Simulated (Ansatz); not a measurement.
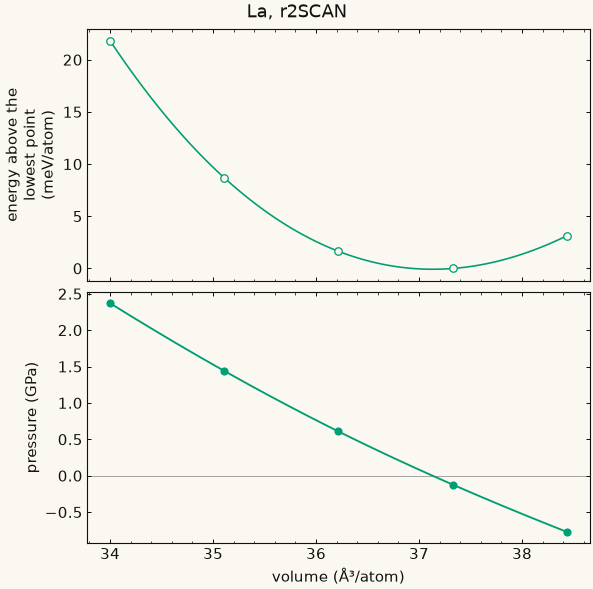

The picture above shows the energy above the lowest point and pressure against volume for La, space group Fm-3m (No. 225) (one of a set of cubic test structures, which need not be the stable phase).

How it was computed, with Ansatz 0.2.0 development build: equation of state of a cubic crystal from periodic Kohn-Sham density functional theory without spin, third-order Birch-Murnaghan fit to the free energies; pressure corrected for the finite basis. Level: r2SCAN.

```json
{"setting": "structure type", "value": "fcc"}
{"setting": "atoms in cell", "value": "1"}
{"setting": "space group number", "value": "225"}
{"setting": "lattice centring", "value": "face-centred primitive"}
{"setting": "k mesh", "value": "11×11×11"}
{"setting": "occupation method", "value": "Fermi–Dirac"}
{"setting": "occupation width", "value": "0.1 eV"}
{"setting": "wave cutoff", "value": "600 eV"}
{"setting": "datasets", "value": "hand-made PAW"}
{"setting": "density tolerance", "value": "1e-09 eV"}
{"setting": "bands", "value": "10"}
{"setting": "density cutoff ratio", "value": "4"}
{"setting": "search for lower states", "value": "default"}
{"setting": "xc grid level", "value": "2"}
```

### Give the fitted equation-of-state parameters.

A third-order Birch–Murnaghan fit gives V0 = 37.13 Å³/atom, B0 = 23.6 GPa and B′ = 3.0.

### How does the pressure vary with volume?

It falls from 2.372 GPa at volume 34.00 Å³/atom to −0.770 GPa at 38.43 Å³/atom, and changes sign near 37.1 Å³/atom.

Caveats: cubic model structure, not the ambient form; modest k-mesh, values are not fully converged in k.
